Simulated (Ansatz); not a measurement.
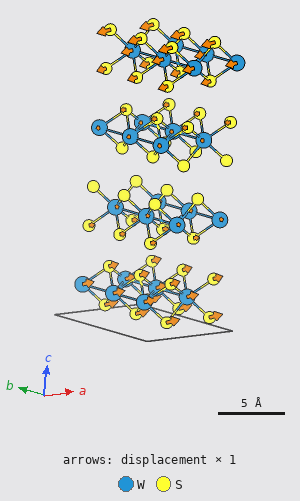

A relaxation of crystalline WS$_{2}$ (set up in P1). The starting structure is drawn; orange arrows show the displacements, at their true length.

A ball-and-stick model of the 2 × 3 repeat of the cell, outlined in the plane, without the vacuum, seen from a free direction.

Case: cell sheared at random, sigma 0.06, atoms nudged by 0.01 Å; relaxed back.

Computed with DFT PBEsol, scalar-relativistic, plane waves, PAW (Ansatz 0.2.0).

The input:
```yaml
crystal:
  lattice:
    - [3.4356658329, 0.0322567409, 0.1765305282]
    - [-1.6898977594, 2.4389416836, -0.0806101239]
    - [1.9412508554, 0.0972040501, 34.8326468679]
  atoms:
    - { symbol: W, position: [0.6642172003, 0.3351234995, 0.4082578738] }
    - { symbol: W, position: [0.667332586, 0.3374986981, 0.7751595484] }
    - { symbol: W, position: [0.3345897299, 0.6649373769, 0.2252353129] }
    - { symbol: W, position: [0.3328565866, 0.6704876511, 0.5914260632] }
    - { symbol: S, position: [0.6692056774, 0.3351843415, 0.1798675137] }
    - { symbol: S, position: [0.6670133627, 0.3318537491, 0.5467883438] }
    - { symbol: S, position: [0.3299263686, 0.6631489592, 0.3625418961] }
    - { symbol: S, position: [0.3295294494, 0.6650783241, 0.729970604] }
    - { symbol: S, position: [0.6657889294, 0.3303706001, 0.2700185118] }
    - { symbol: S, position: [0.6646824423, 0.3314042579, 0.6364592159] }
    - { symbol: S, position: [0.3381969778, 0.6695895331, 0.4537567535] }
    - { symbol: S, position: [0.3366606896, 0.6653230096, 0.8205183628] }
basis:
  ecutwfc: 420
kpoints:
  mp_grid: { grid: [12, 12, 1] }
hamiltonian:
  xc: pbesol
scf:
  occupations: { method: gaussian, width: 0.05 }
output:
  forces: true
  stress: true
  eigenvalues: true
relax:
  adjacent_minimum: "off"
  f_tol: 0.01
  max_steps: 80
```

Launched with:
```bash
ansatz run input.yaml --threads 2 --pin off --max-ram 5120MiB --backend cpu --events-out ev --progress --plain --runs-dir out
```

Question: What happened in the run?

Answer: The atom that moves furthest relative to the layer's centre is S12 (1.24 Å within the plane). By element the largest moves are S 1.24 Å, W 1.03 Å. The lattice vectors keep their values. Some distances before and after: W1–S11 2.627 → 2.443 Å, W2–S12 2.615 → 2.443 Å, W3–S5 2.604 → 2.443 Å, W1–S7 2.577 → 2.426 Å. Among the angles between lasting bonds that change: W4–S6–W4 80.6° → 77.3°, W4–S10–W4 81.7° → 78.8°, W2–S12–W2 80.1° → 77.3°. Within 0.06 Å the space group is P-1 at the start and P-1 at the end; at a tighter tolerance small leftover displacements or strains of the cell lower it. After 12 geometry steps the energy has fallen by 113 meV per atom. Largest force component: 2.2 eV/Å at the start, 0.0018 eV/Å at the end. The forces were under the threshold at step 6, but the run went on from there. Cost: 20 min on 2 threads of Arm Neoverse V1, on a shared host, peak memory 1.4 GiB.

Limits of the set-up: layers or molecules are held without a dispersion correction, so their spacing is unreliable.
